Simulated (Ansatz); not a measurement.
Given this structure, the end point of a relaxation with DFT PBEsol, scalar-relativistic, plane waves, PAW in Ansatz; the starting structure was generated, so it need not be a known form of this composition, written in its standard cell:

```xyz
8
Lattice="5.4510 0.0000 0.0000 0.0000 5.4510 0.0000 0.0000 0.0000 5.4510" Properties=species:S:1:pos:R:3 pbc="T T T"
Mg    0.0000    0.0000    0.0000
Se    0.0000    2.7255    0.0000
Mg    0.0000    2.7255    2.7255
Se    0.0000    0.0000    2.7255
Mg    2.7255    0.0000    2.7255
Se    2.7255    2.7255    2.7255
Mg    2.7255    2.7255    0.0000
Se    2.7255    0.0000    0.0000
```

Q: Predict the [110] zone-axis pattern (200 kV, kinematic, B = 1 Å²).

A: The spots form a centred rectangular net with both shortest vectors at d = 3.15 Å, 70.5° apart. They are -1 1 -1 and -1 1 1. The pattern has symmetry 2mm. The lattice centring (F) removes all reflections that break h + k = 2n, h + l = 2n.

Strongest reflections with d > 0.91 Å, one of each family (|F|² from tabulated Gaussian fits of the electron scattering factors, times a small damping for the curvature of the Ewald sphere):

```json
{"hkl": "0 0 2", "d (Å)": "2.725", "I (strongest = 100)": "100"}
{"hkl": "2 -2 0", "d (Å)": "1.927", "I (strongest = 100)": "48"}
{"hkl": "2 -2 2", "d (Å)": "1.574", "I (strongest = 100)": "29"}
{"hkl": "0 0 4", "d (Å)": "1.363", "I (strongest = 100)": "19"}
{"hkl": "1 -1 1", "d (Å)": "3.147", "I (strongest = 100)": "14"}
{"hkl": "2 -2 4", "d (Å)": "1.113", "I (strongest = 100)": "10"}
```

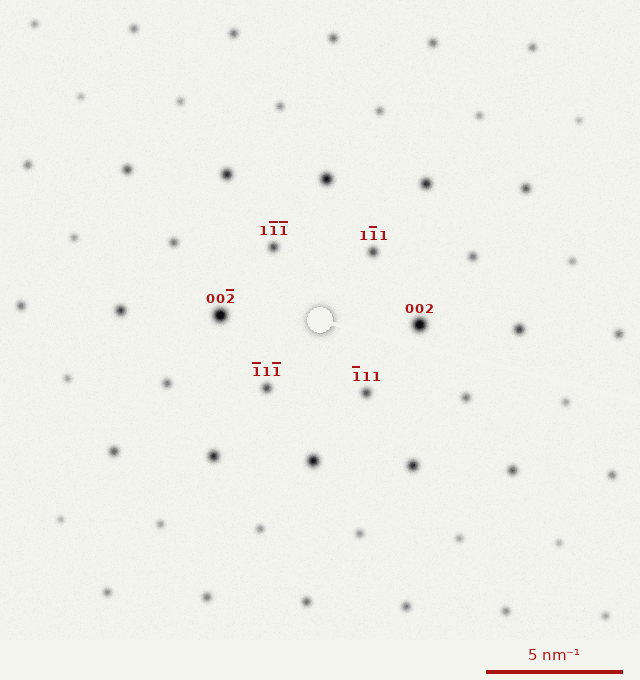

Calculated pattern, seen from the source side with [110] pointing towards the source.
